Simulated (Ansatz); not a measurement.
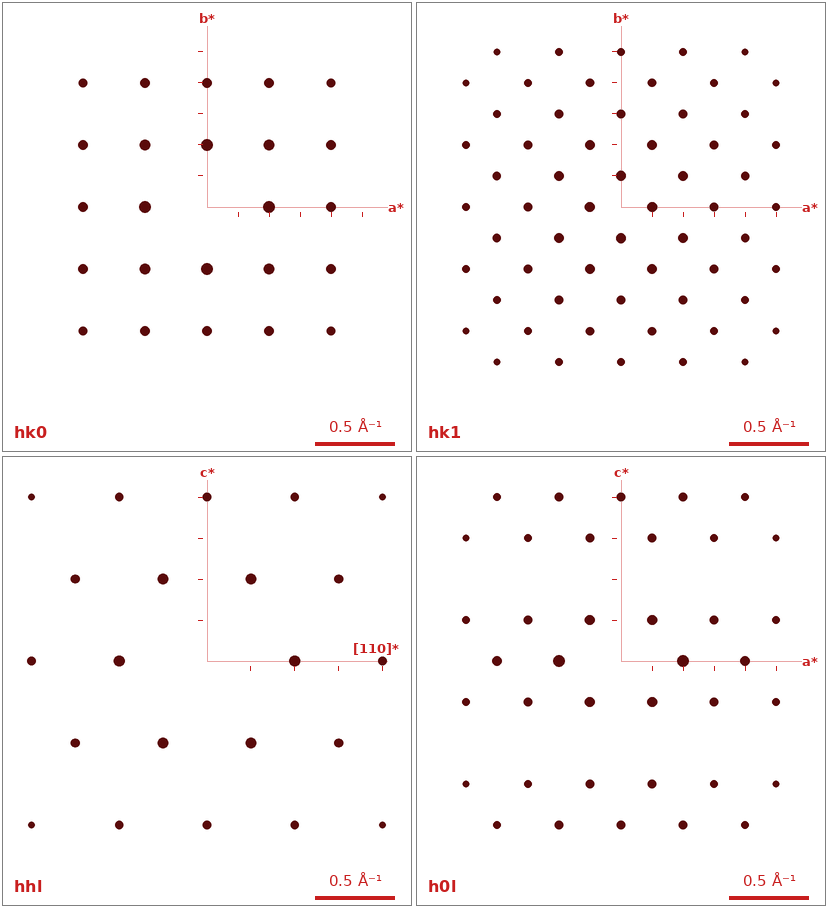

Four undistorted layers of reciprocal space, calculated for a single crystal (X-rays, kinematic |F|², B = 0.5 Å²). Tick marks count the reciprocal lattice steps of the conventional cell along each axis.

The compound is Se. Structure: the end point of a relaxation with DFT r2SCAN, scalar-relativistic, plane waves, PAW (Ansatz 0.2.0); the starting structure was generated, so it need not be a known form of this composition.

Read the reciprocal cell and give the direct cell.

a* = 0.198, b* = 0.198, c* = 0.262 Å⁻¹; the cell is tetragonal with a = 5.05 Å, c = 3.82 Å.

Which reflection conditions do the layers show?

Reflections are present only under these conditions. hkl: h + k + l = 2n; hk0: h = 2n, k = 2n; h0l: h + l = 2n; hhl: 2h + l = 4n; h00: h = 2n; 00l: l = 4n. The lattice is body-centred (I). Further gaps, such as 2 0 2, 4 0 2, come from atoms on special positions, not from the group's general conditions.

Which space groups fit?

The intensities have Laue symmetry 4/mmm (the hk0 layer shows 4mm, hk1 shows 4mm). With these conditions only I4_1/amd (No. 141) fits.
